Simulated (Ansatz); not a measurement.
Band-structure calculation, with input and output: SnTe (part 2 of 2)

Continued. System: SnTe (2 atoms in the cell). Method: DFT, PBEsol, PAW with Ansatz's default frozen-core files, scalar-relativistic, no spin polarisation (Ansatz 0.2.0); cutoff 420 eV, 11×11×11 k-mesh, Fermi–Dirac smearing of 0.08 eV. The structure derives from an entry of the Crystallography Open Database. It belongs to a series of runs on one base structure; here: PAW files in place of LAPW.

Geometry of the input (Å; fractional positions):
```
0.0000  3.1565  3.1565
3.1565  0.0000  3.1565
3.1565  3.1565  0.0000
Sn 0.0000  0.0000  0.0000
Te 0.5000  0.5000  0.5000
```

File dos.tsv, continued:
```
0.200000	5.028124e-3	3.000000e1
0.400000	3.413547e-1	3.001572e1
0.600000	1.130633e0	3.016037e1
0.800000	1.888972e0	3.047350e1
1.000000	1.755920e0	3.085843e1
1.200000	1.446798e0	3.117504e1
1.400000	1.299310e0	3.144585e1
1.600000	1.236244e0	3.169847e1
1.800000	1.189278e0	3.194058e1
2.000000	1.188461e0	3.217698e1
2.200000	1.239695e0	3.241721e1
2.400000	1.442663e0	3.268239e1
2.600000	1.767013e0	3.301072e1
2.800000	1.386658e0	3.333681e1
3.000000	1.443522e0	3.359401e1
3.200000	2.063162e0	3.394911e1
3.400000	1.821925e0	3.436284e1
3.600000	1.409289e0	3.467436e1
3.800000	1.279489e0	3.493887e1
4.000000	1.442989e0	3.520294e1
4.200000	1.596219e0	3.551297e1
4.400000	1.753211e0	3.584342e1
4.600000	1.874144e0	3.621636e1
4.800000	1.390723e0	3.654924e1
5.000000	1.133395e0	3.679984e1
5.200000	1.041850e0	3.700734e1
5.400000	1.266013e0	3.722990e1
5.600000	1.269897e0	3.751176e1
5.800000	7.500887e-1	3.770058e1
6.000000	4.999725e-1	3.782972e1
6.200000	2.346906e-1	3.790039e1
6.400000	1.363471e-1	3.793224e1
6.600000	1.032080e-1	3.795609e1
6.800000	7.442590e-2	3.797374e1
7.000000	5.000067e-2	3.798607e1
7.200000	4.670207e-2	3.799519e1
7.400000	7.090097e-4	3.800000e1
7.600000	0.000000e0	3.800000e1
7.800000	0.000000e0	3.800000e1
8.000000	0.000000e0	3.800000e1
```

File populations.tsv:
```
# site	symbol	l	j	q
# orbitals = lowdin
# n_electrons = 30.000000
# spilling = 0.002095
0	Sn	0_5S	-	1.881566
0	Sn	1_5P	-	2.005548
0	Sn	2_4D	-	9.998407
1	Te	0_5S	-	1.795029
1	Te	1_5P	-	4.258471
1	Te	2_4D	-	9.998125
```

File rho_z.tsv:
```
# z_ang	rho[e/angstrom^3]
# format = ansatz-planar-average/11
# lattice	0.000000000	3.156500000	3.156500000
# lattice	3.156500000	0.000000000	3.156500000
# lattice	3.156500000	3.156500000	0.000000000
# sites	2
# site	50	0.000000000	0.000000000	0.000000000
# site	52	3.156500000	3.156500000	3.156500000
0.000000	7.760361e-1
0.148799	7.349487e-1
0.297598	6.286742e-1
0.446397	4.963841e-1
0.595195	3.761904e-1
0.743994	2.889787e-1
0.892793	2.379371e-1
1.041592	2.166515e-1
1.190391	2.172914e-1
1.339190	2.422214e-1
1.487988	3.063533e-1
1.636787	4.200870e-1
1.785586	5.725497e-1
1.934385	7.304614e-1
2.083184	8.501194e-1
2.231983	8.948012e-1
2.380781	8.501194e-1
2.529580	7.304614e-1
2.678379	5.725497e-1
2.827178	4.200870e-1
2.975977	3.063533e-1
3.124776	2.422214e-1
3.273574	2.172914e-1
3.422373	2.166515e-1
3.571172	2.379371e-1
3.719971	2.889787e-1
3.868770	3.761904e-1
4.017569	4.963841e-1
4.166367	6.286742e-1
4.315166	7.349487e-1
```

File v_z.tsv:
```
# z_ang	v_es[eV]	v_tot[eV]
# format = ansatz-planar-average/11
# xc	pbesol
# density_cutoff_ev	1680
# datasets	Sn=:simpson_from_first_knot:soft:shift=-491537	Te=:simpson_from_first_knot:soft:shift=-1325009
# lattice	0.000000000	3.156500000	3.156500000
# lattice	3.156500000	0.000000000	3.156500000
# lattice	3.156500000	3.156500000	0.000000000
# sites	2
# site	50	0.000000000	0.000000000	0.000000000
# site	52	3.156500000	3.156500000	3.156500000
0.000000	9.115234e0	-1.584849e0
0.148799	8.943535e0	-1.678115e0
0.297598	8.490531e0	-1.914226e0
0.446397	7.920245e0	-2.176060e0
0.595195	7.428336e0	-2.331940e0
0.743994	7.165272e0	-2.295212e0
0.892793	7.116560e0	-2.131850e0
1.041592	7.093745e0	-2.062998e0
1.190391	7.023309e0	-2.152855e0
1.339190	6.996431e0	-2.278015e0
1.487988	7.175078e0	-2.258480e0
1.636787	7.697079e0	-1.928215e0
1.785586	8.518459e0	-1.285157e0
1.934385	9.432124e0	-5.051928e-1
2.083184	1.015401e1	1.389300e-1
2.231983	1.042894e1	3.896009e-1
2.380781	1.015401e1	1.389300e-1
2.529580	9.432124e0	-5.051928e-1
2.678379	8.518459e0	-1.285157e0
2.827178	7.697079e0	-1.928215e0
2.975977	7.175078e0	-2.258480e0
3.124776	6.996431e0	-2.278015e0
3.273574	7.023309e0	-2.152855e0
3.422373	7.093745e0	-2.062998e0
3.571172	7.116560e0	-2.131850e0
3.719971	7.165272e0	-2.295212e0
3.868770	7.428336e0	-2.331940e0
4.017569	7.920245e0	-2.176060e0
4.166367	8.490531e0	-1.914226e0
4.315166	8.943535e0	-1.678115e0
```

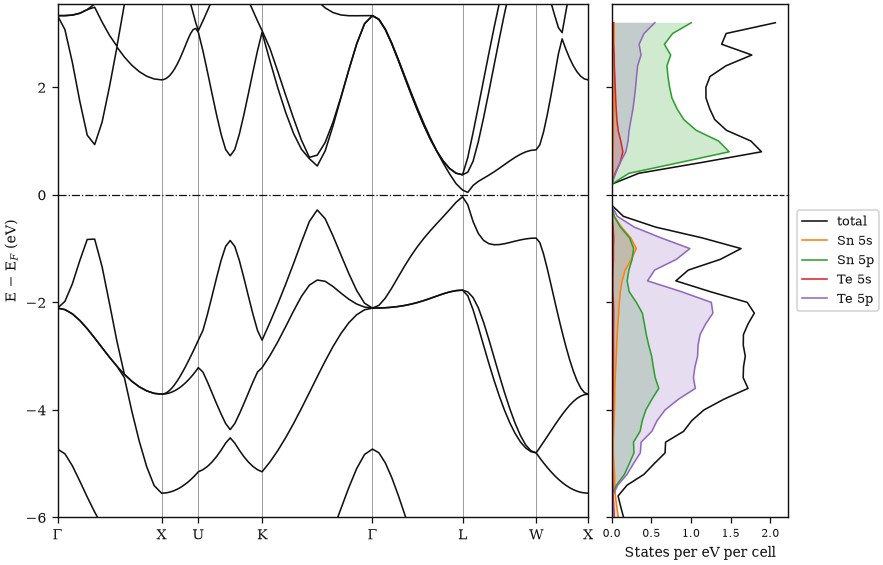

Band structure along Γ–X–U–K–Γ–L–W–X and density of states (projected on Löwdin-orthogonalised atomic shells), with energies from the Fermi level. There is a gap of 0.08 eV on this path.

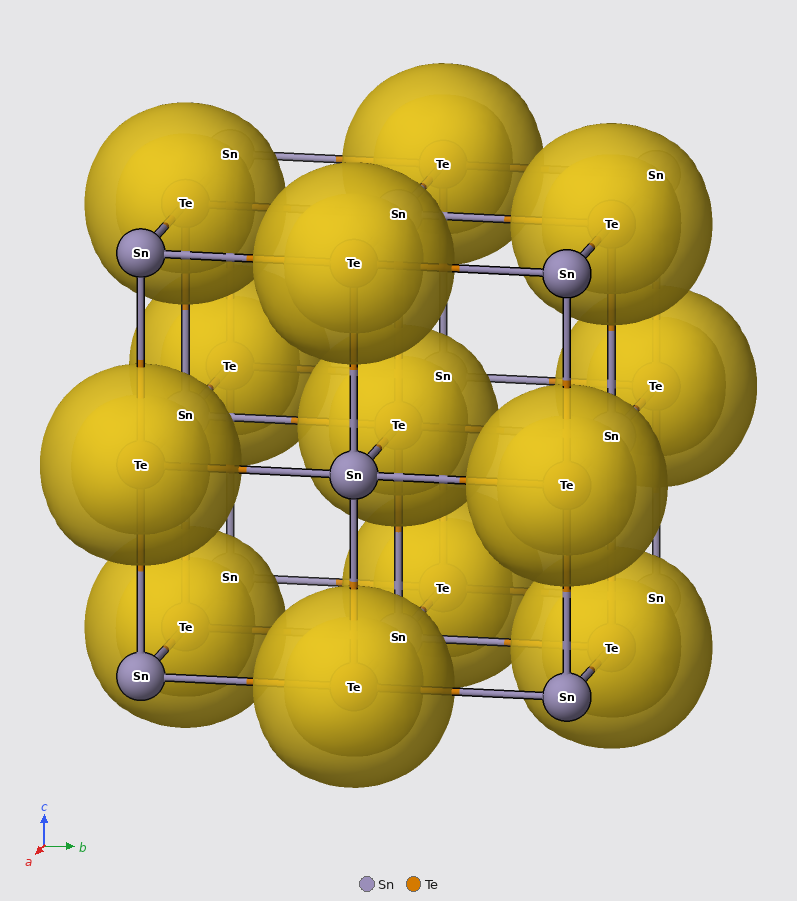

Isosurface of the ELF at 0.55 (yellow), seen slightly off an axis. Only the valence region is drawn (cores and ρ < 0.01 e/Å³ removed). Sticks mark near contacts. The outline is the cell set on symmetry axes. Profiles from the grid: Sn–Te (3.16 Å): the ELF peaks at about 0.65 in the valence shell of Te, 1.3 Å from its nucleus, and drops to about 0.35 between the two atoms. The fields are those of the smooth PAW valence density.

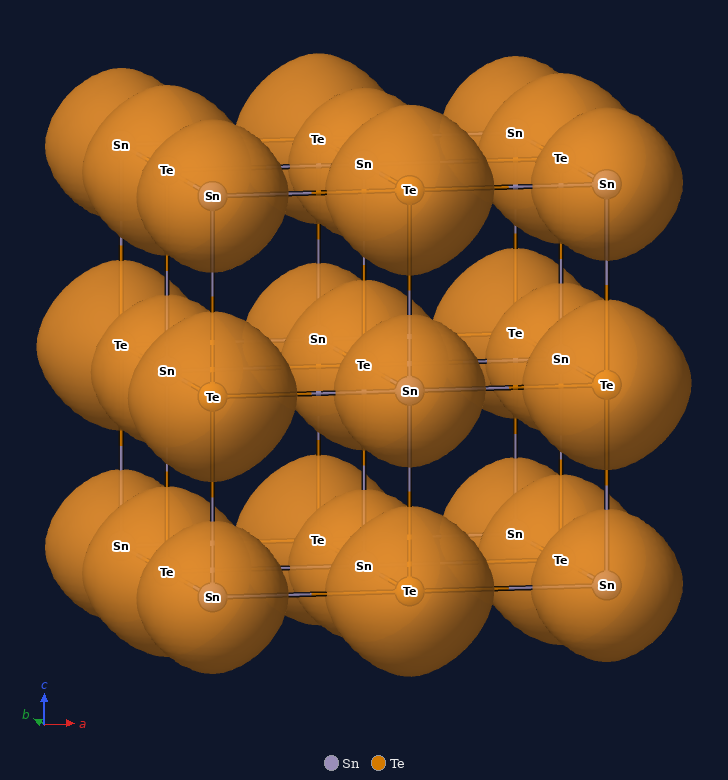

Isosurface of the valence electron density at 0.3 e/Å³ (orange), seen slightly off an axis. Sticks mark near contacts. The outline is the cell set on symmetry axes. At this value the density breaks into separate islands; it holds about 80 % of the electrons treated as valence (semicore included). It is pinched off along the Sn–Te (3.16 Å) contacts. On the grid the lowest density along these lines, outside the cores, is 0.22 e/Å³ (Sn–Te, 3.16 Å).

Summary:

- outcome: converged
- space group (tolerance 0.01 Å): Fm-3m (225)
- electrons treated: 30
- free energy: −12851.8488 eV
- Fermi energy: 9.440 eV
- pressure: −0.54 GPa
- field gradient V_zz (10²¹ V/m²): zero at all sites
- electronic character: gap of 0.08 eV
- largest force (length of the vector): under 0.001 eV/Å
- wall time: 20 s
- peak memory: 0.48 GiB

Remarks:

Warnings of the run: the field gradients leave out spin–orbit coupling. Spin-orbit coupling is left out, which matters for Te.
